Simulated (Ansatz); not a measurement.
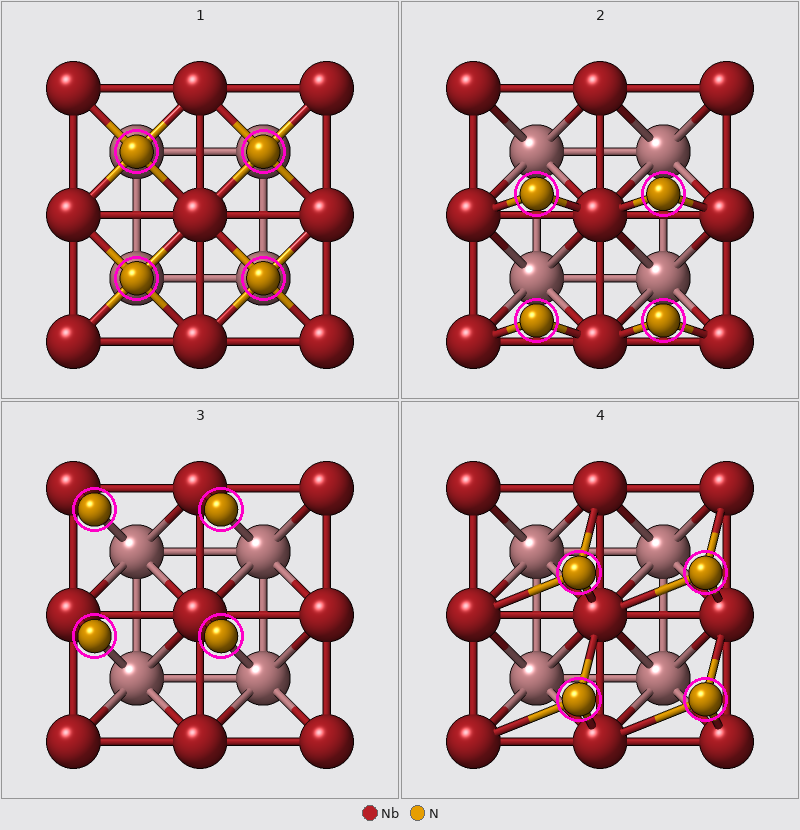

N on a Nb(100) slab cut from the Fm-3m phase, its upper half relaxed before the scan (3 atoms of substrate and one adsorbate in a 1 × 1 cell). 
- N is moved over the surface cell; relaxed at each place: the height of the adsorbate's atoms; substrate rigid; the origin of the map has the adsorbate above Nb3.
- Places are given modulo a cell vector. The map is drawn in real space over the plane of the surface.
- Grid: 6 × 6 points; 10 points were computed and 26 follow by symmetry.
- Energies: eV, counted from the lowest grid point.
- With one adsorbate in each 1 × 1 cell, its nearest image is 3.0 Å away, so neighbouring adsorbates interact.
- Level of theory: DFT PBE, scalar-relativistic, plane waves, PAW in Ansatz 0.2.0. Settings: cutoff 420 eV, k-mesh 9×9×1, gaussian smearing 0.1 eV, no spin polarisation.

The numbered pictures are structures from this grid. Rings mark the moved atoms.

### Which is the most stable, and how do the others follow?

1, at a fourfold hollow over a second-layer Nb atom, (3/6, 3/6) of the cell vectors: 0.00 eV; 2, at (3/6, 1/6) of the cell vectors [nearest 2 Nb at 1.88 Å]: 2.43 eV; 4, at (5/6, 2/6) of the cell vectors [nearest 1 Nb at 1.72 Å]: 3.39 eV; 3, at (1/6, 5/6) of the cell vectors [nearest 1 Nb at 1.71 Å]: 4.08 eV.

The map, with the structures marked:

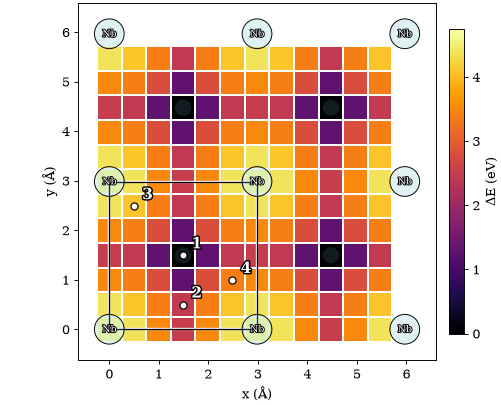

In the figure: one coloured cell a grid point, labelled circles for the atoms of the top layer and small ones for the second layer, the outline of one cell of the 2 × 2 shown.
